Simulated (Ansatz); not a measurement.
# Geometry relaxation of C48NO (part 7 of 7)

Continued. System: C48NO (slab, 50 atoms in the cell). Method: DFT PBE+D3(BJ), scalar-relativistic, plane waves, PAW, spin-polarised (Ansatz 0.2.0); cutoff 420 eV, 3×2×1 k-mesh, Gaussian smearing of 0.05 eV, collinear spins. The structure derives from an entry of the Crystallography Open Database. The input holds or restrains some coordinates. Forces given for the steps count only the free coordinates. It belongs to a series of runs on one base structure; here: 1 NO a cell, flat, over a bridge C-C site.

## Trajectory as extended XYZ, continued
```
50
Lattice="5.0302 0.0000 0.0000 0.0000 7.1138 0.0000 0.0000 0.0000 24.2877" Properties=species:S:1:pos:R:3:forces:R:3 step=24 energy=-12970.37244
C     1.2575    3.5569    8.0000    0.0017   4.0180   0.9599
C     1.2575    0.0000    8.0000    0.0106   4.0388   0.9472
C     3.7727    3.5569    8.0000    0.0013   4.0147   0.9676
C     3.7727    0.0000    8.0000    0.0157   4.0280   0.9235
C     2.5151    4.4461    8.0000    0.0055  -4.0351   0.9429
C     2.5151    0.8892    8.0000   -0.0034  -4.0317   0.9253
C     0.0000    4.4461    8.0000   -0.0067  -4.0316   0.9530
C     0.0000    0.8892    8.0000   -0.0229  -4.0378   0.9263
C     2.5151    5.3353    9.2576    0.0075   0.9716  -0.9239
C     2.5151    1.7784    9.2576   -0.0061   0.8933  -1.0315
C     0.0000    5.3353    9.2576   -0.0053   0.9761  -0.9254
C     0.0000    1.7784    9.2576    0.0077   0.8904  -1.0128
C     3.7727    6.2246    9.2576   -0.0023  -0.8526  -1.0976
C     3.7727    2.6677    9.2576   -0.0026  -0.9644  -1.0314
C     1.2575    6.2246    9.2576    0.0016  -0.9370  -1.0266
C     1.2575    2.6677    9.2576   -0.0005  -0.9923  -0.9460
C     3.7727    0.0000   10.5151    0.0069   0.1988  -0.2354
C     3.7727    3.5569   10.5151    0.0072   0.5246   0.0516
C     1.2575    0.0000   10.5151   -0.0034   0.3042   0.2069
C     1.2575    3.5569   10.5151   -0.0034   0.5490   0.2283
C     0.0000    0.8892   10.5151    0.0608  -0.2759  -0.0569
C     0.0000    4.4461   10.5151    0.0816  -0.4938   0.1766
C     2.5151    0.8892   10.5151   -0.0584  -0.2932  -0.0544
C     2.5151    4.4461   10.5151   -0.0812  -0.4790   0.1263
C     0.0028    1.7928   11.7657    0.0089   0.0321   0.0012
C     0.0028    5.3260   11.7798    0.0223  -0.0094   0.0213
C     2.5132    1.7929   11.7644   -0.0127   0.0014   0.0173
C     2.5122    5.3259   11.7780   -0.0038  -0.0078   0.0242
C     1.2576    2.6760   11.7792   -0.0127   0.0099  -0.0201
C     1.2569    6.2137   11.7768   -0.0020  -0.0055   0.0023
C     3.7724    2.6729   11.7656    0.0029   0.0020   0.0143
C     3.7742    6.2114   11.7596   -0.0019  -0.0136   0.0175
C     1.2584    3.5405   13.1116    0.0318  -0.0125  -0.0061
C     1.2552    0.0488   13.0520    0.0242  -0.0165   0.0474
C     3.7747    3.5544   13.0745   -0.0285  -0.0495  -0.0237
C     3.7728    0.0218   12.9652   -0.0294   0.0105   0.0527
C     2.5194    4.4207   13.0971    0.0114   0.0425  -0.0165
C     2.5202    0.8801   13.0074    0.0361   0.0677  -0.0898
C    -0.0129    4.4261   13.1065    0.0039  -0.0309   0.0179
C     0.0014    0.8897   12.9969   -0.0522  -0.0102   0.0066
C     2.4886    5.4611   14.1825   -0.0559   0.0373  -0.0603
C     2.5736    1.7647   14.2501    0.1380   0.0368  -0.0316
C    -0.0102    5.4750   14.1985   -0.0428   0.0651  -0.0027
C    -0.0119    1.7635   14.3000    0.0063  -0.0408   0.1214
C     3.7330    6.3181   14.2622    0.0554  -0.2643   0.0009
C     3.7705    2.5671   14.1838    0.0630   0.0677   0.0419
C     1.2343    6.1425   14.1764    0.0667  -0.0438  -0.0364
C     1.2865    2.5152   14.2680   -0.0754  -0.0185   0.0585
N     3.6072    7.3387   15.3632   -0.1514  -0.0655   0.0418
O     4.8269    8.0119   15.4559   -0.0124   0.2319  -0.1960
50
Lattice="5.0302 0.0000 0.0000 0.0000 7.1138 0.0000 0.0000 0.0000 24.2877" Properties=species:S:1:pos:R:3:forces:R:3 step=27 energy=-12970.37995
C     1.2575    3.5569    8.0000    0.0025   4.0176   0.9593
C     1.2575    0.0000    8.0000    0.0111   4.0392   0.9473
C     3.7727    3.5569    8.0000    0.0005   4.0133   0.9662
C     3.7727    0.0000    8.0000    0.0145   4.0278   0.9222
C     2.5151    4.4461    8.0000    0.0060  -4.0347   0.9432
C     2.5151    0.8892    8.0000   -0.0025  -4.0322   0.9236
C     0.0000    4.4461    8.0000   -0.0073  -4.0319   0.9540
C     0.0000    0.8892    8.0000   -0.0229  -4.0379   0.9267
C     2.5151    5.3353    9.2576    0.0069   0.9719  -0.9236
C     2.5151    1.7784    9.2576   -0.0059   0.8865  -1.0356
C     0.0000    5.3353    9.2576   -0.0057   0.9801  -0.9173
C     0.0000    1.7784    9.2576    0.0071   0.8919  -1.0088
C     3.7727    6.2246    9.2576   -0.0029  -0.8512  -1.1002
C     3.7727    2.6677    9.2576   -0.0023  -0.9629  -1.0342
C     1.2575    6.2246    9.2576    0.0018  -0.9379  -1.0255
C     1.2575    2.6677    9.2576    0.0000  -0.9946  -0.9432
C     3.7727    0.0000   10.5151    0.0152   0.1840  -0.2307
C     3.7727    3.5569   10.5151    0.0137   0.5375   0.0397
C     1.2575    0.0000   10.5151   -0.0106   0.3063   0.2184
C     1.2575    3.5569   10.5151   -0.0173   0.5559   0.2329
C     0.0000    0.8892   10.5151    0.0568  -0.2757  -0.0402
C     0.0000    4.4461   10.5151    0.0947  -0.4904   0.1917
C     2.5151    0.8892   10.5151   -0.0617  -0.2876  -0.0878
C     2.5151    4.4461   10.5151   -0.0903  -0.4751   0.1176
C     0.0023    1.7935   11.7665   -0.0006   0.0017  -0.0015
C     0.0039    5.3252   11.7817    0.0008   0.0005  -0.0025
C     2.5127    1.7939   11.7627    0.0020   0.0013   0.0012
C     2.5116    5.3256   11.7782    0.0013  -0.0010  -0.0010
C     1.2567    2.6759   11.7791   -0.0043   0.0034   0.0036
C     1.2569    6.2143   11.7776   -0.0023  -0.0035  -0.0053
C     3.7723    2.6734   11.7646    0.0017   0.0029   0.0057
C     3.7745    6.2108   11.7598    0.0040  -0.0047   0.0088
C     1.2597    3.5356   13.1139    0.0008   0.0015  -0.0046
C     1.2555    0.0522   13.0536   -0.0002   0.0025   0.0052
C     3.7738    3.5533   13.0721   -0.0055  -0.0017  -0.0074
C     3.7714    0.0223   12.9647    0.0061  -0.0158  -0.0042
C     2.5180    4.4191   13.0947    0.0061  -0.0004   0.0137
C     2.5219    0.8848   13.0007    0.0035  -0.0001   0.0045
C    -0.0132    4.4242   13.1090    0.0033   0.0032   0.0084
C     0.0000    0.8911   12.9991   -0.0072  -0.0015   0.0008
C     2.4831    5.4603   14.1759    0.0107  -0.0147  -0.0081
C     2.5857    1.7572   14.2530    0.0050  -0.0037   0.0095
C    -0.0150    5.4791   14.2004   -0.0062  -0.0088  -0.0072
C    -0.0131    1.7667   14.3084    0.0057   0.0136  -0.0081
C     3.7256    6.3143   14.2588   -0.0090   0.0180   0.0084
C     3.7753    2.5752   14.1859   -0.0008   0.0126  -0.0024
C     1.2323    6.1428   14.1742   -0.0050   0.0078  -0.0019
C     1.2892    2.5102   14.2779    0.0015   0.0060   0.0072
N     3.5721    7.3627   15.3511   -0.0034  -0.0089  -0.0259
O     4.8047    8.0298   15.4559   -0.0093  -0.0102   0.0074
```

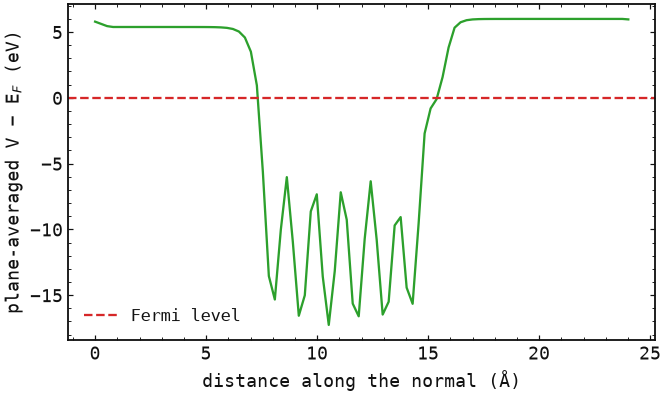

*Plane average of the electrostatic potential energy of an electron across the cell, from the Fermi level.*

The vacuum level lies 5.99 eV above the Fermi level on the upper side and 5.38 eV on the lower.

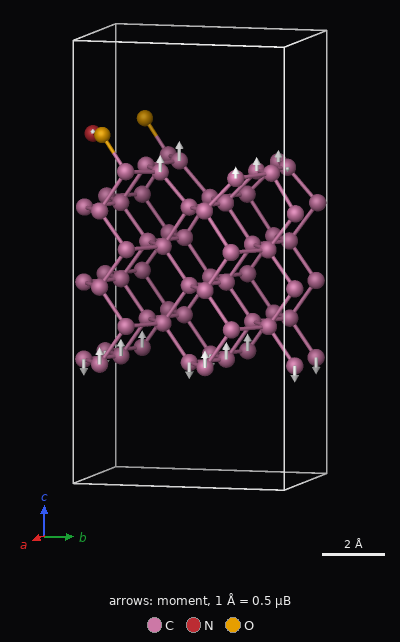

*Magnetic moments of the sites as white arrows (ball-and-stick view of the cell of the calculation, with the vacuum cut short, seen slightly off an axis); small moments hardly show. The run is collinear, so the axis drawn is arbitrary.*

Site moments: C48 (0.32 μB); C5, C6, C7, C46 (0.28 μB); C2 (−0.28 μB); C8 (0.28 μB); C1, C3, C4 (−0.28 μB); C41 (0.23 μB); C43 (0.19 μB), among others. They are counted near the atoms and needn't add up to the moment of the cell. Atoms are counted from 1 in the order of the input.

## Key numbers

| quantity | value |
| --- | --- |
| outcome | converged under the restraints of the input |
| electrons treated | 203 |
| free energy | −12970.3800 eV |
| work function, top face | 5.99 eV |
| work function, bottom face | 5.38 eV |
| Fermi energy | 0.664 eV |
| gap on the k-point mesh | 0.25 eV |
| net moment of the cell | 3.00 μB |
| integrated absolute moment | 9.03 μB |
| final volume | 869.11 Å³ |
| work function (upper face) | 5.99 eV |
| largest force (length of the vector) at the end, held atoms and coordinates included | 4.149 eV/Å |
| wall time | 7.6 min (CPU time 30 min) |
| peak memory | 3.9 GiB |

## Notes

The electronic state found may not be the lowest one.
